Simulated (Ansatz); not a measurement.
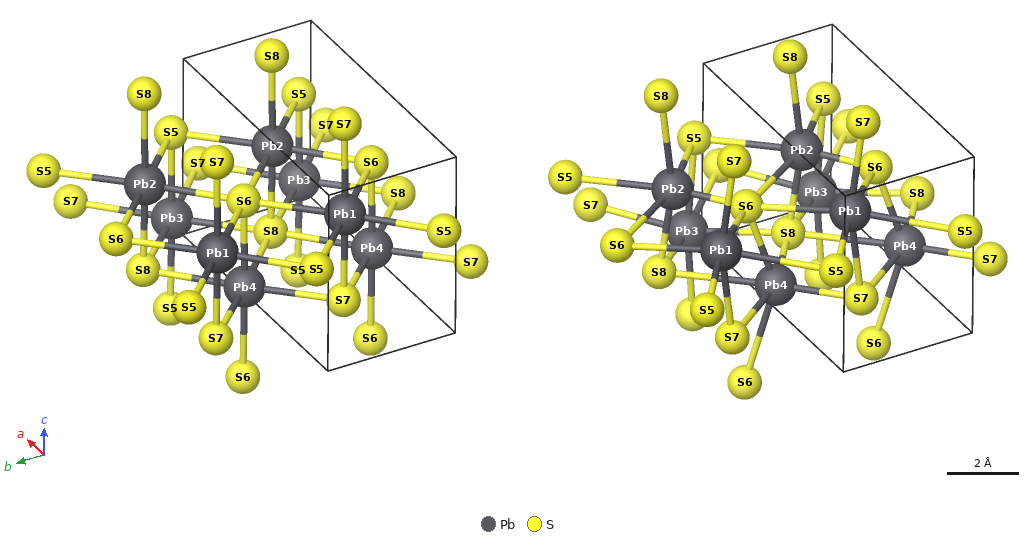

Two geometries of a crystal of PbS (built on the database structure type), drawn at one scale. One is the start of a relaxation, the other its converged end. A ball-and-stick model of the cell of the calculation, repeated 1 × 2 × 1 with one cell outlined, seen from a free direction.

All numbers below come from DFT, PBEsol, plane waves, PAW in Ansatz. Settings: plane-wave cutoff 420 eV; k-point mesh 2 × 4 × 4; occupations fermi dirac; smearing width 0.05 eV; no spin polarisation; cell and atoms relaxed; force threshold 0.01 eV/Å; at most 120 steps.

**Which of the two is the end point?**

The left one is the relaxed one. Case: shaken. After 10 accepted moves (14 points after the start) the energy has fallen by 246 meV per atom. Largest force component: 4.7 eV/Å at the start, 0.0061 eV/Å at the end. The pressure goes from 4.45 to −0.01 GPa. The line search rejected the trial steps at points 4, 6, 8 of the run. The SCF was repeated once at an unchanged geometry on a basis and grid sized afresh for the cell, which shifted the energy by less than 0.05 meV per atom at most. The atom that moves furthest relative to the cell is Pb4 (0.47 Å along +b). By element the largest moves are Pb 0.47 Å, S 0.44 Å. The volume changes by −0.4 %, with a 8.214 → 8.344 Å (+1.6 %), b 4.233 → 4.172 Å (−1.4 %), c 5.945 → 5.912 Å (−0.6 %), β 91.0° → 90.0°, γ 90.6° → 90.0°. Among the contacts that change: Pb2–S6 2.219 → 2.913 Å, Pb4–S7 3.368 → 2.950 Å, Pb1–S5 3.332 → 2.915 Å, Pb4–S8 2.544 → 2.951 Å. Bond angles that change, for instance: Pb2–S6–Pb4 108.2° → 91.8°, S7–Pb3–S8 164.1° → 177.9°, S7–Pb4–S8 104.2° → 90.7°. The space group (tolerance 0.01 Å) goes from P1 (No. 1) to Aem2 (No. 39).
